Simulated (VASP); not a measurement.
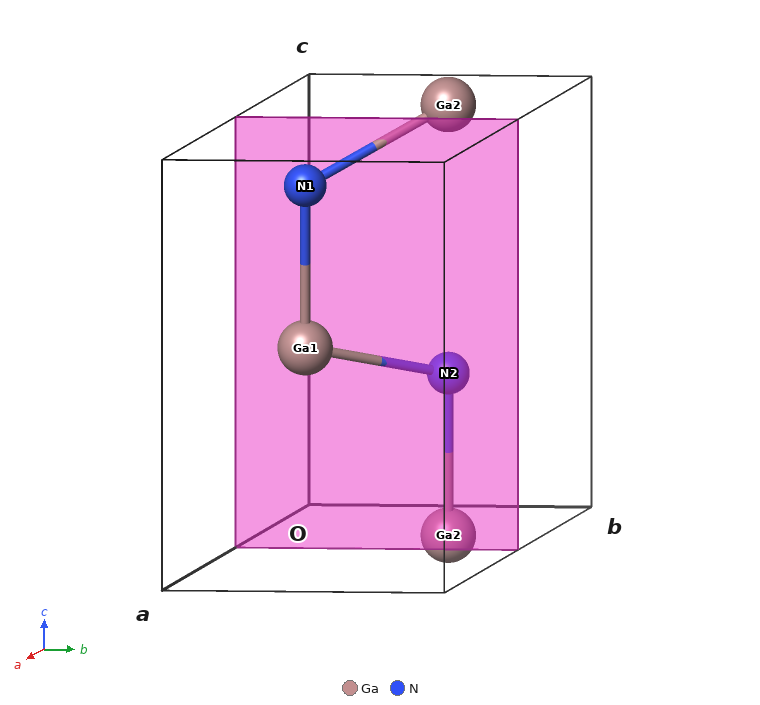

For GaN, the end point of a relaxation with VASP Kohn-Sham DFT of a periodic cell, BLYP, VASP PAW PBE potentials, recommended in VASP: the shaded plane is a symmetry element of the crystal. Symmetry computed with spglib at a tolerance of 0.002 Å; standard conventional cell.

a = 3.258 Å, b = 3.258 Å, c = 5.314 Å, α = 90.00°, β = 90.00°, γ = 120.00°.

```json
{"atom": "Ga1", "x": "0.6667", "y": "0.3333", "z": "0.4993"}
{"atom": "Ga2", "x": "0.3333", "y": "0.6667", "z": "0.9993"}
{"atom": "N1", "x": "0.6667", "y": "0.3333", "z": "0.8757"}
{"atom": "N2", "x": "0.3333", "y": "0.6667", "z": "0.3757"}
```

Question: Is it a mirror or a glide plane, and what is the operation?

Answer: It is a glide plane with glide vector (0, 1/2, 1/2), parallel to (1 0 0), through (1/2, 1/2, 1/2): x, y, z → −x+1, −x+y+1, z+1/2.

Question: Onto which atom does it carry each atom (up to whole multiples of a, b and c)?

Answer: Ga1 → Ga2, Ga2 → Ga1, N1 → N2, N2 → N1.

Question: What is the crystal's space group?

Answer: No. 186, P6_3mc.
